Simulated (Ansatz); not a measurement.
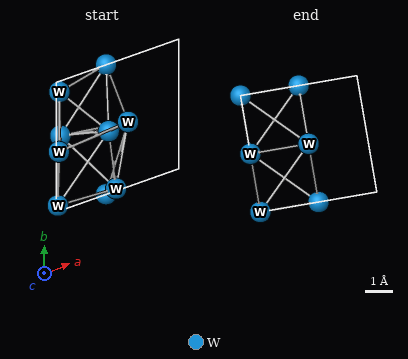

The structure of solid W (set up in P1) before (left) and after (right) a relaxation, at one scale.

A ball-and-stick model of the cell of the calculation, reduced to other axes, seen along the c axis. Lengths and directions refer to the drawn axes.

Case: all atoms moved at random, sigma 0.25 Å for each component; relaxed back.

Method: DFT PBEsol, scalar-relativistic, plane waves, PAW in Ansatz. Set-up: plane-wave cutoff 420 eV; k-point mesh 8 × 8 × 8; occupations gaussian; smearing width 0.15 eV; no spin polarisation; cell and atoms relaxed; force threshold 0.01 eV/Å; at most 80 steps.

> Summarise the run.

The run was cut off at its time limit before the program reported convergence, but its last step already meets the force threshold: the largest component is 0.0019 eV/Å against 0.01 eV/Å. The pressure is within 0.01 GPa of its target. A W atom moves most relative to the cell: 0.46 Å along −a. The drawn cell changes as follows: a 5.654 → 5.462 Å (−3.4 %), b 5.654 → 5.461 Å (−3.4 %), c 5.654 → 6.304 Å (+11.5 %), α 60.0° → 54.7°, β 60.0° → 54.7°, γ 60.0° → 70.5°; the volume changes by −1.9 %. Near-neighbour distances that change, for instance: W–W 4.803 → 3.154 Å, W–W 4.595 → 3.154 Å, W–W 4.132 → 3.154 Å, W–W 3.595 → 2.731 Å. New bonds form, among them: W–W (4.13 → 3.15 Å). The space group (tolerance 0.01 Å) goes from P1 (No. 1) to Im-3m (No. 229). Over 8 geometry steps the energy falls by 14.415 eV per cell of the calculation. Largest force component: 12 eV/Å at the start, 0.0019 eV/Å at the end. Pressure: 53.65 GPa at the start and 0.01 GPa at the end.
